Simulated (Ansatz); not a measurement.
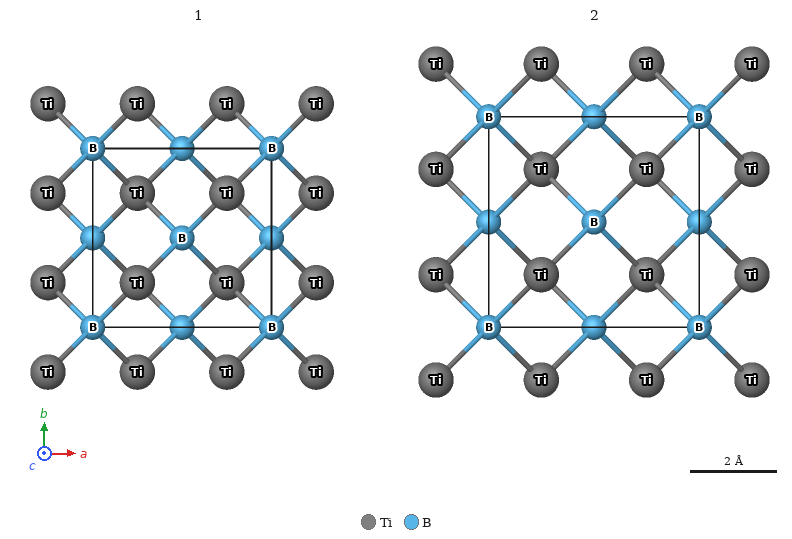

Two geometries of solid TiB (set up in F-43m) (coarse preliminary run), drawn at one scale. One is the start of a relaxation, the other its converged end. The picture is a ball-and-stick view of the conventional cell (4 times the calculation's cell), seen along the c axis. Lengths and directions refer to the drawn axes.

Theory: DFT r2SCAN, scalar-relativistic, plane waves, PAW in Ansatz 0.2.0. (plane-wave cutoff 500 eV; k-point mesh 8 × 8 × 8; occupations gaussian; smearing width 0.1 eV; no spin polarisation; cell and atoms relaxed; force threshold 0.05 eV/Å; at most 80 steps)

Q: Which one is relaxed?

A: Structure 2 is the relaxed one. Over 4 accepted moves (5 points after the start) the energy falls by 1555 meV per atom. All forces vanish by symmetry, so only the cell relaxes. The pressure goes from 121.06 to 0.36 GPa. The SCF was repeated once at an unchanged geometry on a basis and grid sized afresh for the cell, which shifted the energy by 6.8 meV per atom at most. The atoms keep their places relative to the cell (all moves are under 0.005 Å). The drawn cell changes as follows: a = b = c 4.202 → 4.948 Å (+17.8 %); the volume changes by +63.3 %. Near-neighbour distances that change, for instance: Ti–Ti 2.971 → 3.499 Å, B–Ti 1.820 → 2.143 Å. The space group stays F-43m (No. 216). Cost: 16 s on 1 thread of Arm Neoverse V1 (shared host), peak memory 0.38 GiB.
